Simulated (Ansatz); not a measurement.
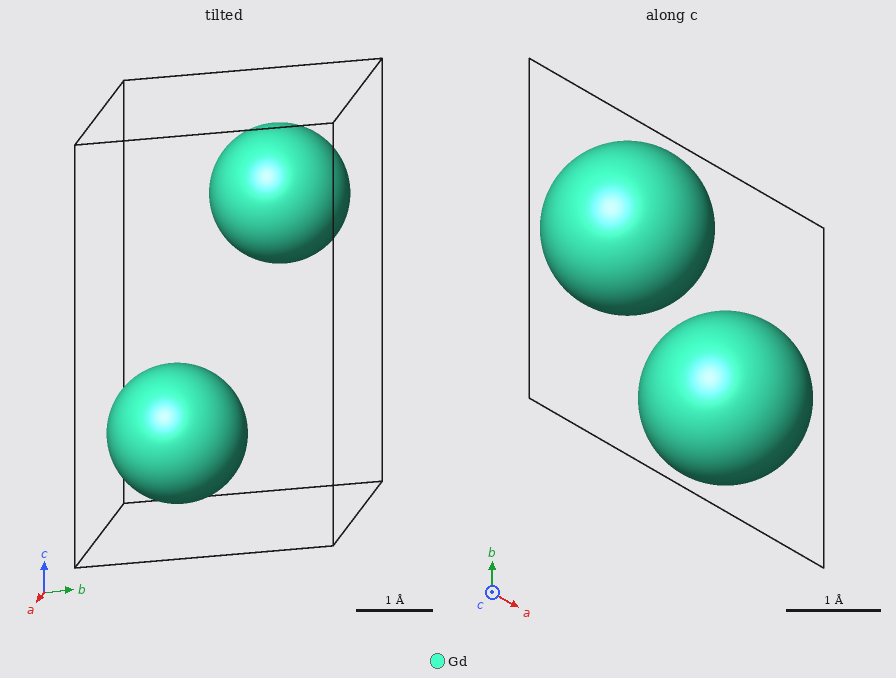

This spheres-only model is shown slightly off an axis and along the c axis. One conventional unit cell is outlined, and atoms on its boundary appear in each equivalent place.

Gd, hexagonal close-packed (Mg type), space group P6_3/mmc (No. 194), a = 3.640 Å, b = 3.640 Å, c = 5.780 Å, α = 90.00°, β = 90.00°, γ = 120.00°. The structure comes from the standard structure of this element. Earlier steps of the study, as a rule a relaxation of our own, may have changed the cell and positions, so they can lie some per cent off the listed ones. It went into a calculation with Ansatz.

This one geometry was computed with Ansatz (DFT, plane waves, PAW) at three levels of theory: LDA+U (U_eff = 6.00 eV on Gd f), LDA+U with spin-orbit coupling (U_eff = 6.00 eV on Gd f) and LDA+U (U_eff = 5.00 eV on Gd f).

**How does the band gap change with the level of theory?**

All levels give a metal.

**Collect the results in a table.**

| level | cutoff (eV) | k-mesh of the run's cell | gap (eV) | pressure (GPa) | absolute moment (μB/atom) |
| --- | --- | --- | --- | --- | --- |
| LDA+U (U_eff = 6.00 eV on Gd f) | 420 | 10×10×6 | metal | -3.7 | 7.75 |
| LDA+U with spin-orbit coupling (U_eff = 6.00 eV on Gd f) | 420 | 10×10×6 | metal | -3.7 | 7.69 |
| LDA+U (U_eff = 5.00 eV on Gd f) | 420 | 10×10×6 | metal | -4.2 | 7.51 |

Gaps are taken on the k-mesh or band path of each run.
